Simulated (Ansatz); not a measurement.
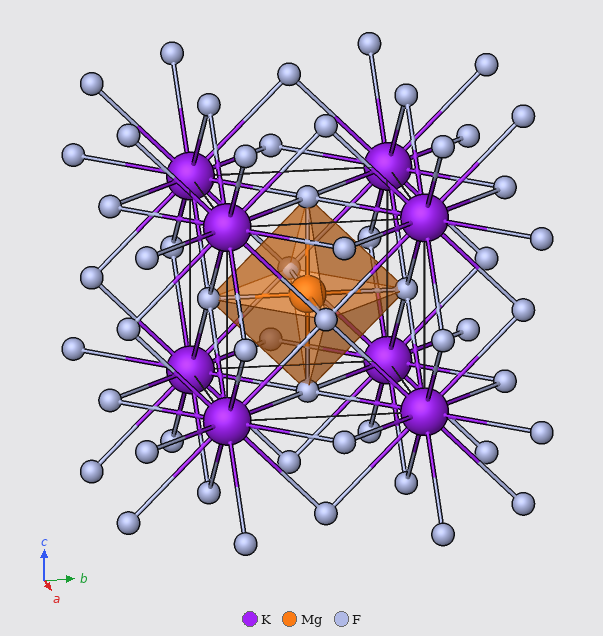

An orthographic polyhedral view of the structure, slightly off an axis. Atoms at the boundary of the conventional unit cell (the box) are drawn once for each face, edge or corner they touch. Some atoms of the next cells are drawn as well.

KMgF3, cubic perovskite, space group Pm-3m (No. 221), a = 3.980 Å, b = 3.980 Å, c = 3.980 Å, α = 90.00°, β = 90.00°, γ = 90.00°. Provenance: a structure type filled with these elements by a generator (whether the compound takes this form wasn't checked). Earlier steps of the study may have refined or changed the cell and positions. A calculation with Ansatz used it as input.

This one geometry was computed with Ansatz (DFT, plane waves, PAW) at six levels of theory: HSE06, PBE, dielectric-dependent PBE0 (fraction 1/eps_inf of PBE), LDA, LC-wPBE and r2SCAN. It was relaxed beforehand with r2SCAN.

### Which level gives the highest pressure at this volume, and what does that say about its equilibrium volume?

Highest: PBE (4.1 GPa), which points to the largest equilibrium volume. Lowest, with the smallest volume: LDA (-4.2 GPa). Levels within 0.5 GPa of each other can't be told apart.

### How does the band gap change with the level of theory?

LDA: a gap of 7.02 eV, indirect; PBE: a gap of 7.37 eV, indirect; r2SCAN: a gap of 8.30 eV, indirect; HSE06: a gap of 9.61 eV, indirect; dielectric-dependent PBE0 (fraction 1/eps_inf of PBE): a gap of 13.17 eV, indirect; LC-wPBE: a gap of 15.44 eV, indirect.

### Collect the results in a table.

| level | cutoff (eV) | k-mesh of the run's cell | gap (eV) | pressure (GPa) |
| --- | --- | --- | --- | --- |
| HSE06 | 420 | 4×4×4 | 9.61 | 1.4 |
| PBE | 420 | 6×6×6 | 7.37 | 4.1 |
| dielectric-dependent PBE0 (fraction 1/eps_inf of PBE) | 420 | 4×4×4 | 13.17 | -1.1 |
| LDA | 420 | 6×6×6 | 7.02 | -4.2 |
| LC-wPBE | 420 | 4×4×4 | 15.44 | 2.1 |
| r2SCAN | 500 | 6×6×6 | 8.30 | 0.0 |

Gaps are taken on the k-mesh or band path of each run.
